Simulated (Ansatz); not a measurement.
Consider Cr.

Input

```
crystal:
  lattice:
    - [3.8927055296, 0.0, 0.0]
    - [-1.9463527648, 3.3711818781, 0.0]
    - [-1.9463527648, 1.1237272927, 0.8563601538]
  atoms:
    - { symbol: Cr, position: [0.0, 0.0, 0.0] }
basis:
  ecutwfc: 420
kpoints:
  mp_grid: { grid: [9, 9, 39] }
hamiltonian:
  xc: pbe
scf:
  occupations: { method: gaussian, width: 0.1 }
output:
  forces: true
  stress: true
  eigenvalues: true
  write_density: true
  write_potential: true
  elf: true
  volumetric_format: npy
relax:
  adjacent_minimum: "off"
  f_tol: 0.01
  max_steps: 50
  cell: { fix: [a, b, gamma], stress_tol: 0.1 }
```

Command:

```sh
ansatz run input.yaml --threads 4 --pin off --max-ram 8192MiB --backend cpu --events-out ev --progress --plain --runs-dir out
```

Below, planes, directions and counts refer to the conventional cell (a = 3.89 Å, b = 3.89 Å, c = 2.56 Å, α = 90.05°, β = 89.95°, γ = 120.00°).

The fields are those of the relaxed geometry.

Space group R-3m; a structure from a database of computed crystals, not necessarily the ambient phase; computed pressure about 10 GPa in this cell; computed without spin polarisation.

The calculation used DFT PBE, scalar-relativistic, plane waves, PAW (Ansatz).

Q: What can the converged valence pseudo-density and electron localisation function tell about the bonding?

A: Cr–Cr (2.56 Å): ρ at the midpoint is about 0.33 e/Å³; the ELF is about 0.30 at the midpoint; no localised pair shows between them.

Q: Metal or insulator at this level of theory?

A: It is metallic or semimetallic at this level of theory: no gap opens.

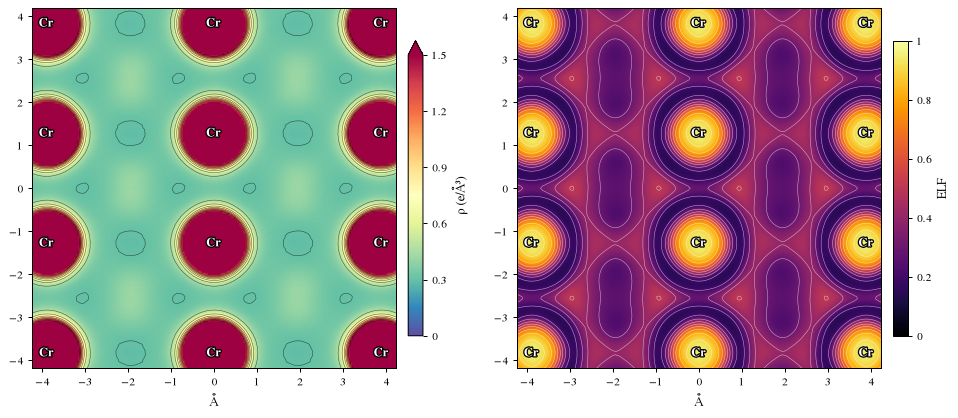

Computed valence pseudo-density and electron localisation function on the (100) plane of the conventional cell, in this order. 

The density is the valence pseudo-density of a PAW calculation; it isn't the true density close to the nuclei.
